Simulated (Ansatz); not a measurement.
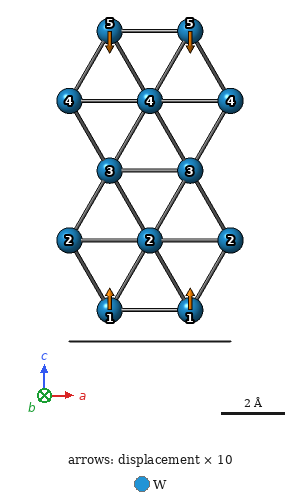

This is a relaxation of a slab of composition W (cut from the Im-3m phase). The starting structure is drawn; orange arrows show the displacements, 10 times their true length.

The picture is a ball-and-stick view of the 2 × 3 repeat of the cell, outlined in the plane, without the vacuum, seen along the b axis.

Case: (1 1 0) slab, atoms relaxed. The slab is the (1 1 0) face of W.

Computed with Ansatz 0.2.0, DFT PBEsol, scalar-relativistic, plane waves, PAW.

Input file:
```yaml
crystal:
  lattice:
    - [2.7317561333, 0.0, 0.0]
    - [-0.9105853778, 2.5755243819, 0.0]
    - [0.0, 0.0, 23.9218781711]
  atoms:
    - { symbol: W, position: [0.5, 0.5, 0.3135205332] }
    - { symbol: W, position: [0.0, 0.0, 0.4067602666] }
    - { symbol: W, position: [0.5, 0.5, 0.5] }
    - { symbol: W, position: [0.0, 0.0, 0.5932397334] }
    - { symbol: W, position: [0.5, 0.5, 0.6864794668] }
basis:
  ecutwfc: 420
kpoints:
  mp_grid: { grid: [13, 13, 1] }
hamiltonian:
  xc: pbesol
scf:
  occupations: { method: gaussian, width: 0.1 }
output:
  forces: true
  eigenvalues: true
  write_density: true
  write_potential: true
  elf: true
  volumetric_format: npy
relax:
  adjacent_minimum: "off"
  f_tol: 0.02
  max_steps: 60
efield:
  axis: 3
  dipole_correction: true
  ramp_width: 0.04
```

Command:
```bash
ansatz run input.yaml --threads 1 --pin off --max-ram 2560MiB --backend cpu --events-out ev --progress --plain --runs-dir out
```

Question: Describe the change and its energy.

Answer: The largest moves relative to the layer's centre, 0.073 Å, are those of W1 and W5. W1 goes along the normal (+c). The cell stays as it was. Among the contacts that change: W1–W2 2.732 → 2.668 Å, W1–W2 (another image) 3.154 → 3.100 Å, W2–W3 2.732 → 2.736 Å. After 4 accepted moves (5 points after the start) the energy has fallen by 52.3 meV per cell of the calculation. The largest force component goes from 0.65 to 0.00022 eV/Å. The line search rejected the trial step at point 1 of the run.
